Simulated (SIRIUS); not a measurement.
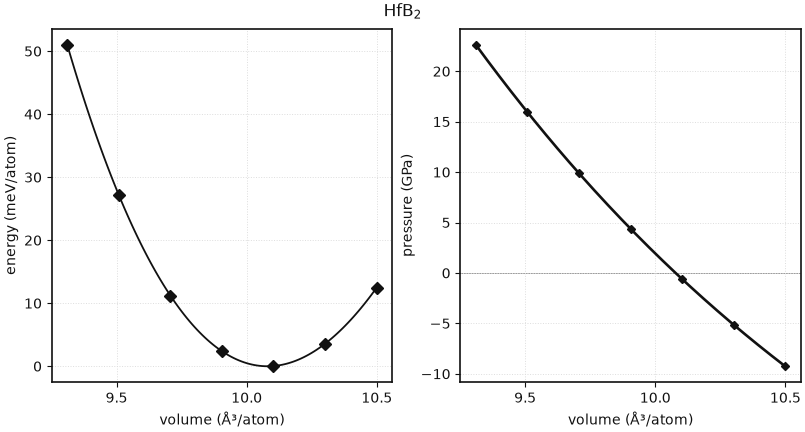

The picture above shows the energy and pressure against volume for HfB₂, space group P6/mmm (No. 191).

The given structure:
```cif
data_structure
_symmetry_space_group_name_H-M 'P 1'
_symmetry_Int_Tables_number 1
_cell_length_a 3.1400
_cell_length_b 3.1400
_cell_length_c 3.4800
_cell_angle_alpha 90.000
_cell_angle_beta 90.000
_cell_angle_gamma 120.000
_cell_volume 29.71
loop_
_atom_site_label
_atom_site_type_symbol
_atom_site_fract_x
_atom_site_fract_y
_atom_site_fract_z
_atom_site_occupancy
Hf1 Hf 0.00000 0.00000 0.00000 1
B1 B 0.66667 0.33333 0.50000 1
B2 B 0.33333 0.66667 0.50000 1
```

Method: plane-wave DFT, no spin polarisation; energies at scaled volumes of the given cell, shape and fractions fixed, counted from the fit's minimum, third-order Birch-Murnaghan fit (SIRIUS 7.10.0). Level: RPBE.

k mesh 5×5×4; occupations Fermi–Dirac; smearing width 0.05 eV; potentials dojo sr pbe 0.4.1 standard; wave cutoff 1054 eV; density cutoff 4214 eV.

Give the fitted equation-of-state parameters.

A third-order Birch–Murnaghan fit gives V0 = 10.08 Å³/atom, B0 = 245 GPa and B′ = 3.9.

How does the pressure vary with volume?

It falls from 22.62 GPa at volume 9.31 Å³/atom to −9.25 GPa at 10.50 Å³/atom, and changes sign near 10.08 Å³/atom.

Caveats: coarse k mesh; shape and atomic fractions are frozen while scaling, which makes layered, chain and framework solids too stiff.
